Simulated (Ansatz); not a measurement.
Run report: Cu, geometry relaxation

System: Cu (Cmcm, 2 atoms in the cell).
Method: DFT PBE, scalar-relativistic, plane waves, PAW, PAW set soft_1, no spin polarisation (Ansatz 0.2.0).

The structure derives from a Materials Project entry.

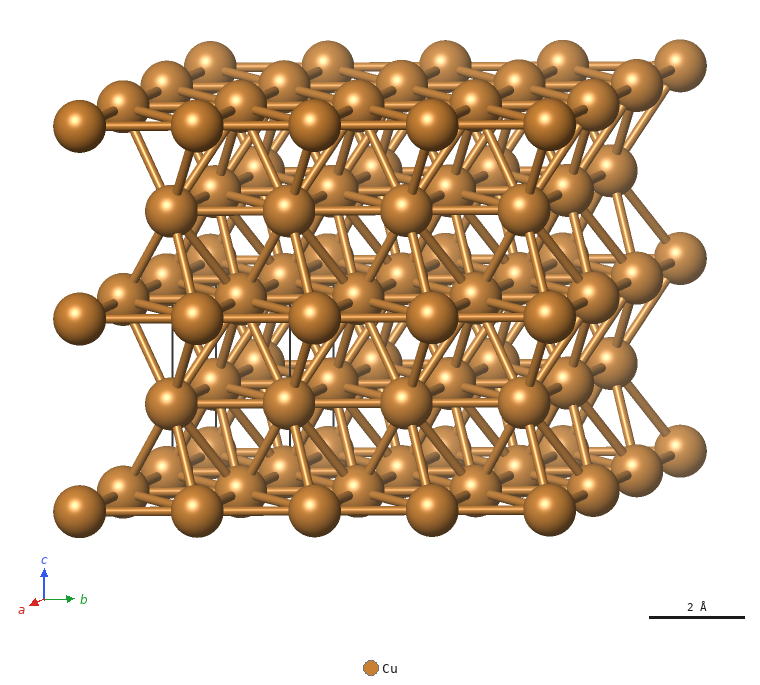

*The structure as given in the input (ball-and-stick view of the cell of the calculation, repeated 3 × 4 × 2, seen slightly off an axis). An atom can appear more than once, as a periodic image.*

## Input file
```yaml
crystal:
  lattice:
    - [-1.4732621048, 1.4732621048, 1.3819816208]
    - [1.4732621048, -1.4732621048, 1.3819816208]
    - [2.9465242096, 2.9465242096, 0.0]
  atoms:
    - { symbol: Cu, position: [0.0352050611, -0.0352050611, 0.0] }
    - { symbol: Cu, position: [0.4647949389, 0.5352050611, 0.5] }
basis:
  ecutwfc: 520.0
kpoints:
  mp_grid: { grid: [20, 20, 12] }
hamiltonian:
  xc: pbe
  pseudopotentials: { kind: paw, azcp: { folder: soft_1 } }
scf:
  occupations: { method: gaussian, width: 0.15 }
output:
  forces: true
  stress: true
  eigenvalues: true
relax:
  adjacent_minimum: "off"
  f_tol: 0.01
  max_steps: 50
```

Run as:
```bash
ansatz run input.yaml --threads 2 --pin off --max-ram 4096MiB --backend cpu --events-out ev --progress --plain --runs-dir out
```

## The program's output
```
Warning: output.stress: scf.convergence.dr2_threshold = 1e-7 eV (the SCF's general default) is looser than the 2e-10 eV advised for a printed stress (1e-10 eV for each atom of the cell: 2). What an SCF threshold leaves in a stress goes as its square root, and in the free energy as the threshold itself, and one threshold admits the most on a small cell: of the crystals measured, under no hybrid functional and no lock of the moments, on runs that ended without the residual-converged pass, on stresses that held no estimate of that error, the worst erred by over 100 MPa in a component at 1e-7 eV an atom and by under 5 at 1e-10. Every solve of this run answers to scf.convergence.dr2_threshold, and the tensor of one is reported: a single SCF on the reported geometry and on this run's grids (its basis.xc_grid and basis.ecutrho_ratio typed), with scf.convergence.dr2_threshold at 2e-10 eV or tighter, prints it and tightens no other solve. Else set scf.convergence.dr2_threshold to 2e-10 eV or tighter. The threshold is an SCF's pass mark: one that does not reach it within its budget of iterations ends unconverged, or closes short of it on a stop that the run arms, and scf.convergence.dr2_threshold's page says what that costs each kind of run
Engine: ansatz 0.2.0, aarch64-unknown-linux-gnu
Pseudopotentials: kind: paw
Pseudopotential: Cu, paw, valence charge 19, recommended cutoff 420 eV (normal), [file]
Functional definition: PBE
  parameter kappa = 0.804
  parameter beta = 0.06672455060314922
  exchange = pbe_x(kappa = kappa, mu = beta*pi^2/3)
  correlation = pbe_c(beta = beta)
Crystal: 2 atoms, lattice volume = 23.997 Å³
Basis set: ecut = 520 eV, 629 PW (Γ), exchange–correlation on 40×40×64 points (8 copies of the dense FFT grid, shifted against one another)
Bands: 23, of which v1, the nominal top of the filled ones, is band 19 counted from 1 (18 counted from 0)
Symmetry: 8 space group operations
Space group: Cmcm (ITA 63), of the structure as read, at distance tolerance 2.9e-5 Å
k-points: 777 of 4800
Non-local potential: Cu, projectors of the file, l = 0: 3, l = 1: 2, l = 2: 3, l = 3: 1
PAW form: soft (Blöchl's): semilocal exchange-correlation on the pseudo side does not see the compensation charge
PAW one-centre angular grid: Cu, 590 points (default); XC on 64 Gauss nodes
Initial density: superposition of atomic densities (chi_scale 0.1, normalization cell)
Initial wavefunctions: pseudopotential atomic-orbital guess
Functional: x = pbe(κ = 0.804, μ = 0.2195149727645171), c = pbe(β = 0.06672455060314922)
SCF iter   1: F=—  HF=-13252.121840 eV  |F-HF|=—  |Δ(HF+E_count)|=         —  Δρ=2.63e-1  dr2=9.97e0  ethr=3.10e-3  ⟨swp⟩=4.2  Hψ=63140  notcnv=0
preconditioner: auto → none  [metal: Δε(μ)=0.008 eV  Ē_g=9.659 eV  σ=0.150 eV  W_gap=0.03  n_scr=6 (ndim 8)  ℏωp=35.6 eV  f_vac=0.000  D(μ)=0.86/eV (n_scr^D=2)  sad-step TF]
SCF iter   2: F=—  HF=-13250.754760 eV  |F-HF|=—  |Δ(HF+E_count)|=    1.37e0  Δρ=1.18e-1  dr2=2.27e0  ethr=3.10e-3  ⟨swp⟩=2.0  Hψ=34807  notcnv=0  defer=99
SCF iter   3: F=—  HF=-13250.364507 eV  |F-HF|=—  |Δ(HF+E_count)|=   3.90e-1  Δρ=4.15e-2  dr2=2.81e-1  ethr=3.10e-3  ⟨swp⟩=2.1  Hψ=25618  notcnv=0  defer=99
SCF iter   4: F=—  HF=-13250.309624 eV  |F-HF|=—  |Δ(HF+E_count)|=   5.49e-2  Δρ=3.33e-3  dr2=1.22e-3  ethr=7.40e-4  ⟨swp⟩=2.0  Hψ=27172  notcnv=0  defer=100
SCF iter   5: F=—  HF=-13250.313163 eV  |F-HF|=—  |Δ(HF+E_count)|=   3.54e-3  Δρ=8.15e-4  dr2=8.71e-5  ethr=3.21e-6  ⟨swp⟩=2.2  Hψ=33878  notcnv=0  defer=101
SCF iter   6: F=—  HF=-13250.313141 eV  |F-HF|=—  |Δ(HF+E_count)|=   2.14e-5  Δρ=3.85e-5  dr2=1.07e-7  ethr=6.58e-9  ⟨swp⟩=4.6  Hψ=85817  notcnv=0
SCF iter   7: F=-13250.313141 eV  HF=-13250.313141 eV  |F-HF|=6.66e-10  |Δ(HF+E_count)|=   2.26e-7  Δρ=3.88e-6  dr2=1.03e-9  ethr=2.83e-10  ⟨swp⟩=3.8  Hψ=59600  notcnv=0
SCF 1 converged in 7 iterations: F = -13250.313141 eV  dr2 = 1.03e-9
  greatest PAW one-centre occupation: 0.999 electrons in one spin orbital (limit 2), on the Cu atom at site 1 (counted from 0), in its partial waves of l = 0
relax step   1: F+E_penalty+E_count = -13250.31314145 eV  Δ(F+E_penalty+E_count) = +0.000e0 eV  max|allowed force component| = 3.322e-2 eV/Å  Δτ_max = 0.0000 Å  (7 SCF iters, dr2 threshold 2.50e-6 eV, accepted)
Initial density: handed on by an earlier stage of this run
Initial wavefunctions: those handed on with the density
iter 1 solved again at ethr=5.02e-7 eV; its pass at ethr=3.10e-3 eV (dr2=1.91e-4 eV) is discarded
SCF iter   1: F=—  HF=-13250.313750 eV  |F-HF|=—  |Δ(HF+E_count)|=         —  Δρ=1.27e-3  dr2=1.90e-4  ethr=5.02e-7  ⟨swp⟩=1.8  Hψ=60048  notcnv=0  defer=120
preconditioner: auto → none  [metal: Δε(μ)=0.007 eV  Ē_g=10.640 eV  σ=0.150 eV  W_gap=0.03  n_scr=6 (ndim 8)  ℏωp=35.6 eV  f_vac=0.000  D(μ)=0.74/eV (n_scr^D=2)]
SCF iter   2: F=—  HF=-13250.313667 eV  |F-HF|=—  |Δ(HF+E_count)|=   8.29e-5  Δρ=4.69e-4  dr2=2.21e-5  ethr=5.00e-7  ⟨swp⟩=2.5  Hψ=31077  notcnv=0  defer=120
SCF iter   3: F=—  HF=-13250.313656 eV  |F-HF|=—  |Δ(HF+E_count)|=   1.05e-5  Δρ=3.37e-5  dr2=1.03e-7  ethr=5.82e-8  ⟨swp⟩=2.0  Hψ=30891  notcnv=0  defer=120
iter 4 did not close the SCF: its close was put off for the readings that it lacked (scf_convergence_deferred on its scf_iter line)
SCF iter   4: F=-13250.313657 eV  HF=-13250.313657 eV  |F-HF|=1.50e-8  |Δ(HF+E_count)|=   5.27e-7  Δρ=1.05e-5  dr2=1.34e-8  ethr=2.70e-10  ⟨swp⟩=2.0  Hψ=30780  notcnv=0  defer=120
iter 5 did not close the SCF: its close was put off for the readings that it lacked (scf_convergence_deferred on its scf_iter line)
SCF iter   5: F=-13250.313657 eV  HF=-13250.313657 eV  |F-HF|=3.67e-9  |Δ(HF+E_count)|=  4.18e-10  Δρ=4.73e-6  dr2=2.74e-9  ethr=3.53e-11  ⟨swp⟩=2.8  Hψ=31960  notcnv=0  defer=120
SCF iter   6: F=-13250.313657 eV  HF=-13250.313657 eV  |F-HF|=2.06e-10  |Δ(HF+E_count)|=  6.51e-10  Δρ=1.12e-6  dr2=1.54e-10  ethr=7.21e-12  ⟨swp⟩=2.5  Hψ=50266  notcnv=0
SCF 2 converged in 6 iterations: F = -13250.313657 eV  dr2 = 1.54e-10
relax step   2: F+E_penalty+E_count = -13250.31365682 eV  Δ(F+E_penalty+E_count) = -5.154e-4 eV  max|allowed force component| = 3.242e-2 eV/Å  Δτ_max = 0.0055 Å  (6 SCF iters, accepted)
SCF iter   1: F=—  HF=-13250.323410 eV  |F-HF|=—  |Δ(HF+E_count)|=         —  Δρ=1.05e-2  dr2=1.32e-2  ethr=3.50e-4  ⟨swp⟩=4.0  Hψ=54185  notcnv=0  defer=86
preconditioner: auto → none  [metal: Δε(μ)=0.015 eV  Ē_g=10.642 eV  σ=0.150 eV  W_gap=0.06  n_scr=6 (ndim 8)  ℏωp=35.6 eV  f_vac=0.000  D(μ)=0.75/eV (n_scr^D=2)]
SCF iter   2: F=—  HF=-13250.317623 eV  |F-HF|=—  |Δ(HF+E_count)|=   5.79e-3  Δρ=4.27e-3  dr2=1.90e-3  ethr=3.49e-5  ⟨swp⟩=2.0  Hψ=36973  notcnv=0  defer=87
SCF iter   3: F=—  HF=-13250.317149 eV  |F-HF|=—  |Δ(HF+E_count)|=   4.74e-4  Δρ=1.51e-3  dr2=2.89e-4  ethr=5.01e-6  ⟨swp⟩=2.0  Hψ=30704  notcnv=0  defer=87
SCF iter   4: F=—  HF=-13250.317097 eV  |F-HF|=—  |Δ(HF+E_count)|=   5.18e-5  Δρ=2.42e-4  dr2=6.06e-6  ethr=7.60e-7  ⟨swp⟩=2.0  Hψ=25211  notcnv=0  defer=87
SCF iter   5: F=—  HF=-13250.317115 eV  |F-HF|=—  |Δ(HF+E_count)|=   1.81e-5  Δρ=9.09e-5  dr2=9.92e-7  ethr=1.59e-8  ⟨swp⟩=2.0  Hψ=30997  notcnv=0  defer=87
SCF iter   6: F=-13250.317116 eV  HF=-13250.317116 eV  |F-HF|=3.83e-8  |Δ(HF+E_count)|=   8.76e-7  Δρ=1.98e-5  dr2=4.89e-8  ethr=2.63e-10  ⟨swp⟩=3.7  Hψ=79373  notcnv=0
SCF 3 converged in 6 iterations: F = -13250.317116 eV  dr2 = 4.89e-8
relax step   3: F+E_penalty+E_count = -13250.31711607 eV  Δ(F+E_penalty+E_count) = -3.459e-3 eV  max|allowed force component| = 1.807e-2 eV/Å  Δτ_max = 0.0464 Å  (6 SCF iters, accepted)
SCF iter   1: F=—  HF=-13250.320558 eV  |F-HF|=—  |Δ(HF+E_count)|=         —  Δρ=6.69e-3  dr2=5.38e-3  ethr=1.42e-4  ⟨swp⟩=3.6  Hψ=51297  notcnv=0  defer=63
preconditioner: auto → none  [metal: Δε(μ)=0.007 eV  Ē_g=10.652 eV  σ=0.150 eV  W_gap=0.03  n_scr=6 (ndim 8)  ℏωp=35.6 eV  f_vac=0.000  D(μ)=0.75/eV (n_scr^D=2)]
SCF iter   2: F=—  HF=-13250.318191 eV  |F-HF|=—  |Δ(HF+E_count)|=   2.37e-3  Δρ=2.57e-3  dr2=6.78e-4  ethr=1.42e-5  ⟨swp⟩=2.0  Hψ=37058  notcnv=0  defer=62
SCF iter   3: F=—  HF=-13250.318007 eV  |F-HF|=—  |Δ(HF+E_count)|=   1.84e-4  Δρ=6.71e-4  dr2=5.66e-5  ethr=1.78e-6  ⟨swp⟩=2.0  Hψ=30797  notcnv=0  defer=62
SCF iter   4: F=—  HF=-13250.318001 eV  |F-HF|=—  |Δ(HF+E_count)|=   5.60e-6  Δρ=1.11e-4  dr2=1.13e-6  ethr=1.49e-7  ⟨swp⟩=2.0  Hψ=25496  notcnv=0  defer=62
SCF iter   5: F=—  HF=-13250.318008 eV  |F-HF|=—  |Δ(HF+E_count)|=   6.53e-6  Δρ=4.65e-5  dr2=2.69e-7  ethr=2.96e-9  ⟨swp⟩=2.1  Hψ=30649  notcnv=0  defer=62
SCF iter   6: F=-13250.318008 eV  HF=-13250.318008 eV  |F-HF|=1.29e-8  |Δ(HF+E_count)|=   1.48e-7  Δρ=1.15e-5  dr2=1.67e-8  ethr=2.67e-10  ⟨swp⟩=4.7  Hψ=63685  notcnv=0
SCF 4 converged in 6 iterations: F = -13250.318008 eV  dr2 = 1.67e-8
relax step   4: F+E_penalty+E_count = -13250.31800789 eV  Δ(F+E_penalty+E_count) = -8.918e-4 eV  max|allowed force component| = 2.058e-3 eV/Å  Δτ_max = 0.0296 Å  (6 SCF iters, dr2 threshold 1.01e-7 eV, accepted)
iter 1 solved again at ethr=4.45e-11 eV; its pass at ethr=3.10e-3 eV (dr2=1.69e-8 eV) is discarded
SCF iter   1: F=—  HF=-13250.318009 eV  |F-HF|=—  |Δ(HF+E_count)|=         —  Δρ=1.16e-5  dr2=1.69e-8  ethr=4.45e-11  ⟨swp⟩=1.0  Hψ=54393  notcnv=0
preconditioner: auto → none  [metal: Δε(μ)=0.002 eV  Ē_g=10.654 eV  σ=0.150 eV  W_gap=0.01  n_scr=6 (ndim 8)  ℏωp=35.6 eV  f_vac=0.000  D(μ)=0.75/eV (n_scr^D=2)]
iter 2 did not close the SCF: its close was put off for the readings that it lacked (scf_convergence_deferred on its scf_iter line)
SCF iter   2: F=-13250.318008 eV  HF=-13250.318008 eV  |F-HF|=2.89e-10  |Δ(HF+E_count)|=   1.48e-6  Δρ=2.40e-6  dr2=3.41e-10  ethr=4.45e-11  ⟨swp⟩=2.0  Hψ=25673  notcnv=0
iter 3 did not close the SCF: its close was put off for the readings that it lacked (scf_convergence_deferred on its scf_iter line)
SCF iter   3: F=-13250.318008 eV  HF=-13250.318008 eV  |F-HF|=1.64e-11  |Δ(HF+E_count)|=  1.46e-11  Δρ=1.41e-6  dr2=1.91e-10  ethr=1.00e-12  ⟨swp⟩=2.4  Hψ=30607  notcnv=0
iter 4 did not close the SCF: its close was put off for the readings that it lacked (scf_convergence_deferred on its scf_iter line)
SCF iter   4: F=-13250.318008 eV  HF=-13250.318008 eV  |F-HF|=0.00e0  |Δ(HF+E_count)|=  1.64e-11  Δρ=6.08e-8  dr2=2.56e-13  ethr=1.00e-12  ⟨swp⟩=1.0  Hψ=17754  notcnv=0
iter 5 did not close the SCF: its close was put off for the readings that it lacked (scf_convergence_deferred on its scf_iter line)
SCF iter   5: F=-13250.318008 eV  HF=-13250.318008 eV  |F-HF|=3.64e-12  |Δ(HF+E_count)|=  3.64e-12  Δρ=5.27e-9  dr2=3.73e-15  ethr=1.00e-12  ⟨swp⟩=1.0  Hψ=17754  notcnv=0
SCF iter   6: F=-13250.318008 eV  HF=-13250.318008 eV  |F-HF|=1.82e-12  |Δ(HF+E_count)|=  1.82e-12  Δρ=1.75e-9  dr2=4.07e-16  ethr=1.00e-12  ⟨swp⟩=1.0  Hψ=38733  notcnv=0
SCF 5 converged in 6 iterations: F = -13250.318008 eV  dr2 = 4.07e-16
relax step   5: F+E_penalty+E_count = -13250.31800790 eV  Δ(F+E_penalty+E_count) = -1.036e-8 eV  max|allowed force component| = 2.091e-3 eV/Å  Δτ_max = 0.0000 Å  (6 SCF iters, accepted)
```

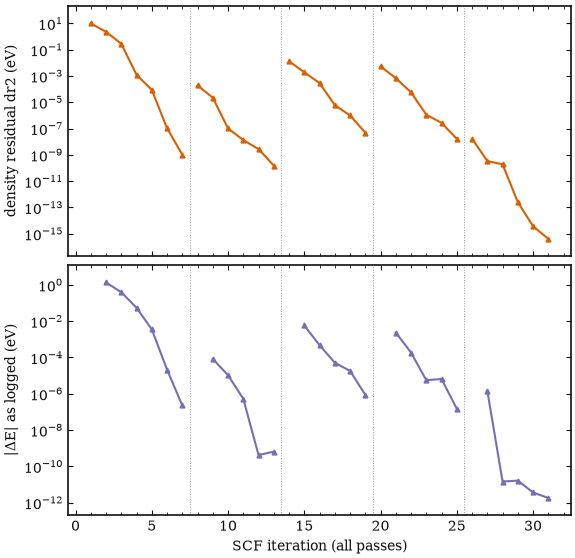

*Convergence of the self-consistent field: density residual dr2 and size of the energy change against the SCF iteration. The dotted lines part the SCF passes of the relaxation: geometry steps, rejected trials and re-solves on a re-selected basis.*

The 5 passes take 6 to 7 iterations each, 31 in all.

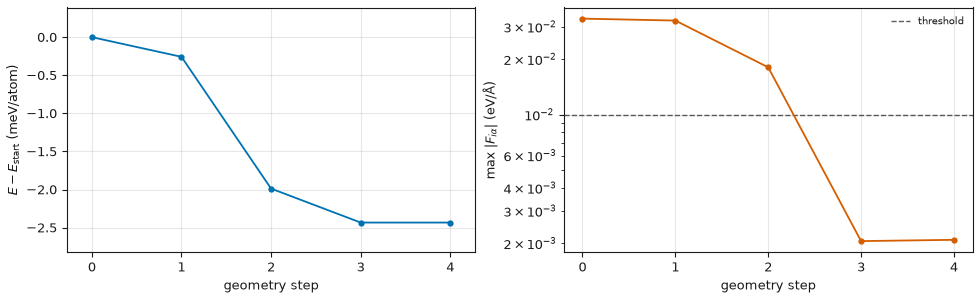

*Progress of the relaxation, step by step (the first geometry is step 0 here and step 1 in the log).*

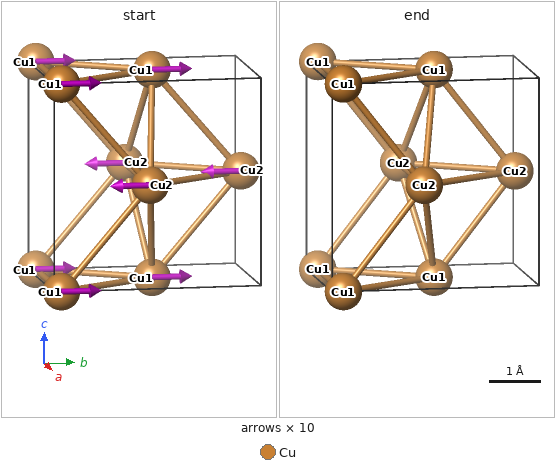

*Before (left) and after (right) the relaxation, at one scale (ball-and-stick view of the cell 2 times as large as that of the calculation, set on its symmetry axes, seen slightly off an axis). The pink arrows give the displacements, magnified 10 times.*

The largest moves, 0.082 Å, are those of Cu1 and Cu2. The cell stays as it was. Among the contacts that change: Cu1–Cu2 2.747 → 2.644 Å. The space group stays Cmcm (No. 63). Over 4 geometry steps the energy falls by 2.4 meV per atom. The largest force component goes from 0.033 to 0.0021 eV/Å. (Atoms are counted from 1 in the order of the input.)

```
SCF converged after 6 iterations
Free energy (F): -13250.318008 eV
Harris-Foulkes:  -13250.318008 eV  (|F-HF|=1.82e-12)
Internal energy: -13250.309618 eV  (E = F + TS)
E sigma→0 (E₀):  -13250.313813 eV
Entropy (-TS):   -0.008390 eV (-4.195 meV/atom)
Fermi energy:    16.010887 eV
--- Per-component energies (eV) ---
  E_band       = -745.654391
  E_kinetic    = 522.451658
  E_local      = -9072.903680  (includes V_loc(G=0)·N_el)
  E_nonlocal   = 1782.842192
  E_hartree    = 3843.241077
  E_xc         = -137.617311
  E_vxc        = -177.684317  (∫ρ·V_xc dr)
  E_paw        = -3632.072181  (= ΣΔE_a)
  E_vpaw       = -1486.843134  (= ΣTr[D̂ρ^β])
  E_aug_tail   = 0.000737  (compensation charges beyond the density's cutoff)
  E_ewald      = -6556.252110
  E_smearing   = -0.008390  (= −TS)
  E_closure    = 0.000000  (closes the sum)
  Σ components = -13250.318008   (vs F -13250.318008, Δ=0.00e0)
--- Forces (eV/Å), atoms counted from 1 ---
  atom   1  Cu    -0.00209133     0.00209133     0.00000000
  atom   2  Cu     0.00209133    -0.00209133     0.00000000
  max |Σ_I F_I| component: 8.67e-19 eV/Å
--- Stress (GPa, compression-positive) ---
        1.240043      -1.777292       0.000000
       -1.777292       1.240043      -0.000000
        0.000000       0.000000      -2.111181
  P = ⅓ Tr σ = 0.1230 GPa (1.230 kbar)
--- Band table (eV; the first three rows and the last of 777) ---
  k-point 0: bands = ["-96.5218", "-96.5088", "-53.9341", "-53.8588", "-53.8494", "-53.8421", "-53.8344", "-53.8341", "6.7369", "11.0214", "12.5567", "12.9921", "13.0111", "13.2907", "13.6559", "13.7570", "13.8405", "14.2300", "14.4952", "15.1127", "19.8215", "34.8977", "34.9968"]
  k-point 1: bands = ["-96.5216", "-96.5090", "-53.9324", "-53.8584", "-53.8492", "-53.8422", "-53.8362", "-53.8345", "6.8003", "10.9858", "12.5565", "12.9800", "13.0032", "13.3176", "13.6258", "13.7386", "13.8764", "14.2365", "14.4779", "14.7954", "20.2993", "34.9521", "35.0752"]
  k-point 2: bands = ["-96.5210", "-96.5096", "-53.9275", "-53.8571", "-53.8489", "-53.8426", "-53.8411", "-53.8357", "6.9893", "10.8578", "12.5589", "12.9454", "12.9800", "13.3935", "13.5693", "13.6907", "13.9487", "14.1326", "14.2505", "14.4269", "21.4648", "35.1140", "35.3079"]
  k-point 776: bands = ["-96.5025", "-96.5025", "-53.9466", "-53.9466", "-53.8815", "-53.8815", "-53.8668", "-53.8668", "11.5105", "11.5105", "12.2948", "12.2948", "13.4128", "13.4128", "13.9304", "13.9304", "14.6008", "14.6008", "17.9747", "17.9747", "21.5020", "21.5020", "28.8663"]
--- Relaxed structure (5 steps of the walk, 5 accepted, 0 SCFs on fresh bases) ---
  F+E_penalty+E_count = -13250.31800790 eV   max|allowed force component| = 2.091e-3 eV/Å
  atoms:
    - { symbol: Cu, position: [0.054766160621798336, -0.054766160621798336, 0.0] }
    - { symbol: Cu, position: [0.4452338393782017, 0.5547661606217983, 0.5] }
```

## Trajectory as extended XYZ (Å, eV, eV/Å), 5 frames, from step=1 to step=5
```
2
Lattice="-1.4733 1.4733 1.3820 1.4733 -1.4733 1.3820 2.9465 2.9465 0.0000" Properties=species:S:1:pos:R:3:forces:R:3 step=1 energy=-13250.31314
Cu   -0.1037    0.1037    0.0000   -0.0332   0.0332   0.0000
Cu    1.5770    1.3695    1.3820    0.0332  -0.0332   0.0000
2
Lattice="-1.4733 1.4733 1.3820 1.4733 -1.4733 1.3820 2.9465 2.9465 0.0000" Properties=species:S:1:pos:R:3:forces:R:3 step=2 energy=-13250.31366
Cu   -0.1077    0.1077    0.0000   -0.0324   0.0324   0.0000
Cu    1.5809    1.3656    1.3820    0.0324  -0.0324   0.0000
2
Lattice="-1.4733 1.4733 1.3820 1.4733 -1.4733 1.3820 2.9465 2.9465 0.0000" Properties=species:S:1:pos:R:3:forces:R:3 step=3 energy=-13250.31712
Cu   -0.1405    0.1405    0.0000   -0.0181   0.0181   0.0000
Cu    1.6137    1.3328    1.3820    0.0181  -0.0181   0.0000
2
Lattice="-1.4733 1.4733 1.3820 1.4733 -1.4733 1.3820 2.9465 2.9465 0.0000" Properties=species:S:1:pos:R:3:forces:R:3 step=4 energy=-13250.31801
Cu   -0.1614    0.1614    0.0000   -0.0021   0.0021   0.0000
Cu    1.6346    1.3119    1.3820    0.0021  -0.0021   0.0000
2
Lattice="-1.4733 1.4733 1.3820 1.4733 -1.4733 1.3820 2.9465 2.9465 0.0000" Properties=species:S:1:pos:R:3:forces:R:3 step=5 energy=-13250.31801
Cu   -0.1614    0.1614    0.0000   -0.0021   0.0021   0.0000
Cu    1.6346    1.3119    1.3820    0.0021  -0.0021   0.0000
```

## Key numbers

```csv
quantity,value
outcome,converged
space group (tolerance 0.01 Å),Cmcm (63)
electrons treated,38
free energy,−13250.3180 eV
Fermi energy,16.011 eV
gap on the k-point mesh,none (metallic)
pressure,0.12 GPa
final volume,24.00 Å³
largest force (length of the vector) at the end,0.003 eV/Å
final cell,"a = 2.500 Å, b = 2.500 Å, c = 4.167 Å, α = 90.00°, β = 90.00°, γ = 112.89°"
hardware,"2 threads of Arm Neoverse N1, 98 GiB of memory available, shared host"
wall time,2.2 min (CPU time 4.4 min)
peak memory,0.69 GiB
```

## Notes

The program warns: the SCF threshold is looser than advised for the printed stress.
